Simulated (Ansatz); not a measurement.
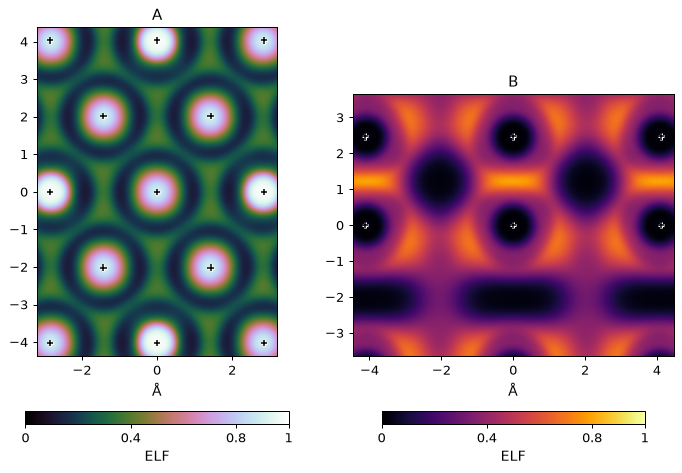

The electron localisation function of 2 systems, each on a plane through atoms (crosses mark nuclei in the plane).

All numbers below come from DFT r2SCAN, scalar-relativistic, plane waves, PAW (Ansatz).

System 1: Ge, the (010) plane of the conventional cell. Space group P6₃/mmc; a structure from a database of computed crystals, not necessarily the ambient phase; changed on purpose from its base cell (strain +0.030 along x and y, +0.000 along z, atoms carried along); computed pressure about −4 GPa in this cell.

```
Ge
1.0
     4.11552    0.00000    0.00000
    -2.05776    3.56414    0.00000
     0.00000    0.00000    6.60271
Ge
4
Direct
  0.66667 0.33333 0.06298
  0.33333 0.66667 0.56298
  0.66667 0.33333 0.43702
  0.33333 0.66667 0.93702
```

System 2: Fe7Co, the (101̄) plane of the conventional cell. Space group Im-3m; a structure from a database of computed crystals, not necessarily the ambient phase; spin-polarised.

```
Fe Co
1.0
     5.70113    0.00000    0.00000
     0.00000    5.70113    0.00000
     0.00000    0.00000    5.70113
Fe Co
14 2
Direct
  0.50000 0.00000 0.00000
  0.00000 0.50000 0.50000
  0.00000 0.00000 0.50000
  0.50000 0.50000 0.00000
  0.00000 0.50000 0.00000
  0.50000 0.00000 0.50000
  0.25000 0.25000 0.75000
  0.75000 0.75000 0.25000
  0.25000 0.75000 0.25000
  0.75000 0.25000 0.75000
  0.75000 0.25000 0.25000
  0.25000 0.75000 0.75000
  0.25000 0.25000 0.25000
  0.75000 0.75000 0.75000
  0.00000 0.00000 0.00000
  0.50000 0.50000 0.50000
```

Match each panel to its system.

Panel A is system 2, Fe7Co: the plane holds Fe and Co. Fe–Fe (2.47 Å): the ELF is about 0.25 at the midpoint; no localised pair shows between them. Panel B is system 1, Ge: the plane holds Ge. Ge–Ge (2.47 Å): the ELF peaks at about 0.80 between the atoms.
